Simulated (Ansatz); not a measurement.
Structure of Mo:

```
CELL_PARAMETERS angstrom
2.60394 0.00000 0.00000
0.00000 2.60394 0.00000
0.00000 0.00000 2.60394
ATOMIC_POSITIONS crystal
Mo 0.00000 0.00000 0.00000
```

Structure used: coordinates from a relaxation with Ansatz, DFT, PBE, plane waves (420 eV) with PAW, scalar-relativistic; the starting structure was generated, so it need not be a known form of this composition.

Predict radii and indices of the first 6 visible rings (3 % of the strongest or more) for λ = 0.1665 Å and a flat detector at 470 mm.

Answer.
```json
{"ring": "1", "radius": "30.1 mm", "2θ (°)": "3.66", "d (Å)": "2.60", "hkl": "100"}
{"ring": "2", "radius": "42.6 mm", "2θ (°)": "5.18", "d (Å)": "1.841", "hkl": "110"}
{"ring": "3", "radius": "52.3 mm", "2θ (°)": "6.35", "d (Å)": "1.503", "hkl": "111"}
{"ring": "4", "radius": "60.5 mm", "2θ (°)": "7.33", "d (Å)": "1.302", "hkl": "200"}
{"ring": "5", "radius": "67.7 mm", "2θ (°)": "8.20", "d (Å)": "1.165", "hkl": "210"}
{"ring": "6", "radius": "74.3 mm", "2θ (°)": "8.98", "d (Å)": "1.063", "hkl": "211"}
```

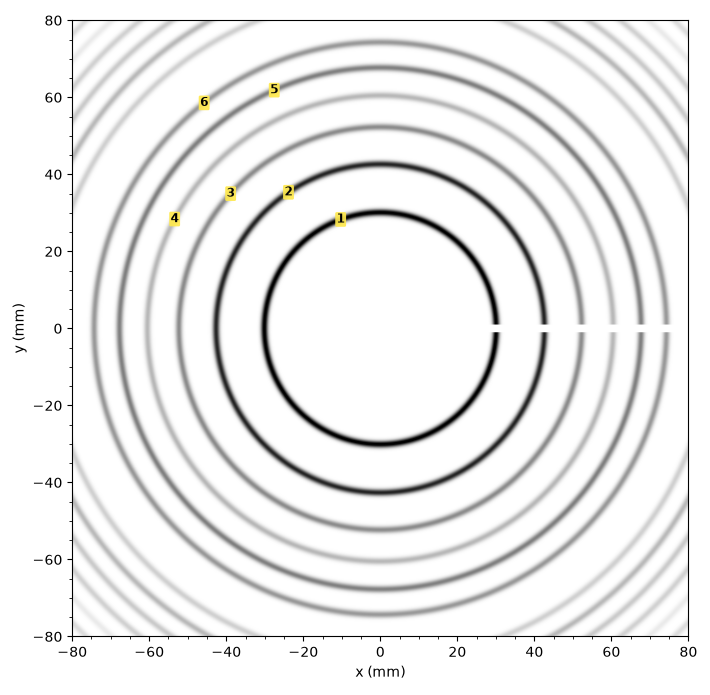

Simulated X-ray powder rings on a flat area detector normal to the beam: λ = 0.1665 Å, sample-to-detector distance 470 mm, axes in mm from the beam centre, for a fine-grained powder without texture. Kinematic intensities with B = 1.0 Å² for all atoms, without absorption; brightness goes as intensity to the power 0.6, clipped at the top. Reflections closer than the ring width show as one ring. The numbers mark the rings of the table.
